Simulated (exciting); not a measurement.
## Energy of P along an even scaling of the cell

System: P (R-3m, 2 atoms in the cell).
Method: Kohn-Sham DFT of a periodic cell, PBEsol, all-electron LAPW+lo, shipped species files, no spin polarisation (exciting sodium).

The 7 runs differ only in the geometry, by an even scaling of the cell at fixed fractional positions. The structure derives from a Materials Project entry.

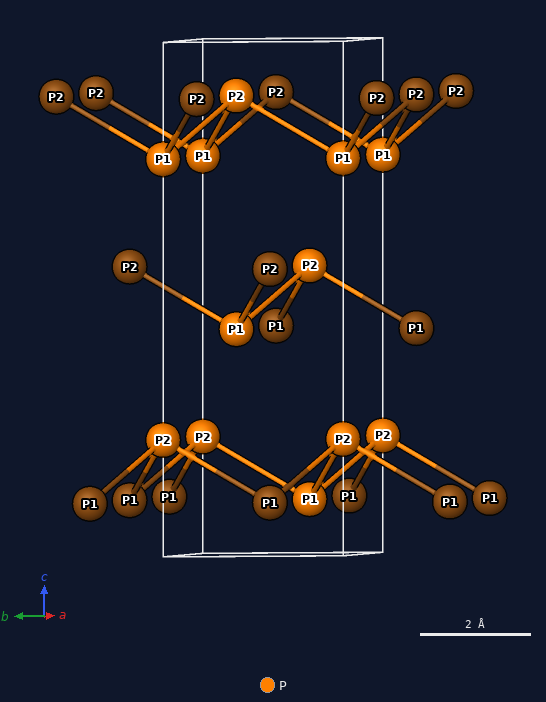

Figure 1. The structure of run 4 (ball-and-stick view of the cell 3 times as large as that of the calculation, set on its symmetry axes, seen at an oblique angle; neighbours outside the cell are drawn fainter; atoms are numbered from 1 in the order of the input).

**Input of run 4**
```
<input>
  <title>P</title>
  <structure speciespath="./" tshift="false">
    <crystal scale="1">
      <basevect>3.261147952791 1.882824648476 5.914238080584</basevect>
      <basevect>-3.261147952791 1.882824648476 5.914238080584</basevect>
      <basevect>0.000000000000 -3.765649296763 5.914238080584</basevect>
    </crystal>
    <species speciesfile="P.xml" rmt="2">
      <atom coord="0.772919750000 0.772919750000 0.772919750000"/>
      <atom coord="0.227080250000 0.227080250000 0.227080250000"/>
    </species>
  </structure>
  <groundstate do="fromscratch" ngridk="9 9 9" rgkmax="7.5" gmaxvr="14" lmaxapw="10" lmaxmat="10" lmaxvr="8" xctype="GGA_PBE_SOL" stype="Fermi Dirac" swidth="0.00183747" nempty="10" ValenceRelativity="iora*" epsengy="1e-05" epspot="1e-05" maxscl="60" tforce="true" outputlevel="normal"/>
  <properties>
    <chargedensityplot>
      <plot3d>
        <box grid="19 19 19">
          <origin coord="0 0 0"/>
          <point coord="1 0 0"/>
          <point coord="0 1 0"/>
          <point coord="0 0 1"/>
        </box>
      </plot3d>
    </chargedensityplot>
    <elfplot>
      <plot3d>
        <box grid="19 19 19">
          <origin coord="0 0 0"/>
          <point coord="1 0 0"/>
          <point coord="0 1 0"/>
          <point coord="0 0 1"/>
        </box>
      </plot3d>
    </elfplot>
    <exccplot>
      <plot3d>
        <box grid="19 19 19">
          <origin coord="0 0 0"/>
          <point coord="1 0 0"/>
          <point coord="0 1 0"/>
          <point coord="0 0 1"/>
        </box>
      </plot3d>
    </exccplot>
  </properties>
</input>
```

Command:
```bash
OMP_NUM_THREADS=1 exciting_smp
```

Run 3 has the same physical settings and fractional positions; its lattice vectors (Å) are:
```
   1.714143    0.989661    3.108675
  -1.714143    0.989661    3.108675
   0.000000   -1.979322    3.108675
```

**Results, with one run withheld**

| run | volume per atom (Å³) | free energy per atom, from the lowest run given (meV) |
| --- | --- | --- |
| 1 | 15.175 | 6.98 |
| 2 | 15.498 | 0.42 |
| 3 | 15.821 | ? |
| 4 | 16.144 | 0.00 |
| 5 | 16.467 | 5.15 |
| 6 | 16.789 | 13.48 |
| 7 | 17.112 | 24.83 |

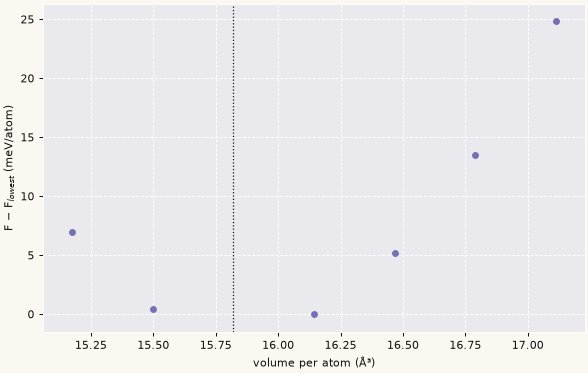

Figure 2. Free energy per atom of the runs given; the dotted line marks run 3.

Fit the runs given and predict run 3.

A cubic polynomial in V^(−2/3) (the Birch–Murnaghan form), fitted to the 6 runs given, misses them by at most 0.05 meV per atom. With x = V^(−2/3) − 0.15636 Å⁻², it reads F = 0.28451 − 1839.7 x + 4.1707e+05 x² − 1.5922e+05 x³ (meV per atom). At run 3 it gives −1.74 meV per atom, and the run itself gives −1.75. The fit has its minimum at 15.837 Å³ per atom, where V d²F/dV² gives 94.1 GPa. Cell shape and fractional positions are held, so this is the stiffness under even scaling; the relaxed bulk modulus wasn't computed.

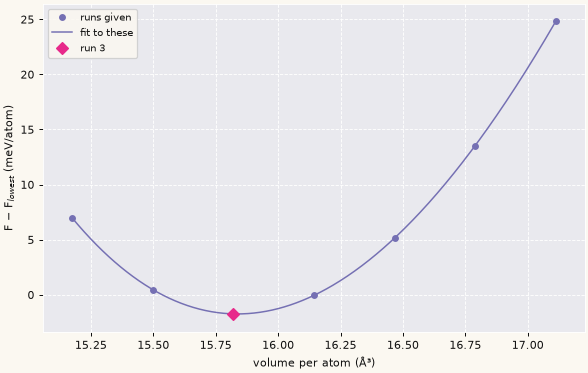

Figure 3. The fit and the withheld run.

**Some lines of the output (run 3)**
```
[...]
 DOS at Fermi energy (states/Ha/cell)       :         6.38352645
 Absolute change in total energy   (target) :  0.130090E-03  ( 0.100000E-04)
 Total energy                               :      -683.05155097
 Fermi energy                               :         0.33355780
 DOS at Fermi energy (states/Ha/cell)       :         6.38332964
 Absolute change in total energy   (target) :  0.808300E-04  ( 0.100000E-04)
 Total energy                               :      -683.05155705
 DOS at Fermi energy (states/Ha/cell)       :         6.38332645
 Absolute change in total energy   (target) :  0.608235E-05  ( 0.100000E-04)
 Total energy                               :      -683.05155702
 DOS at Fermi energy (states/Ha/cell)       :         6.38332549
 Absolute change in total energy   (target) :  0.305782E-07  ( 0.100000E-04)
 Total energy                               :      -683.05155701
 DOS at Fermi energy (states/Ha/cell)       :         6.38332565
```
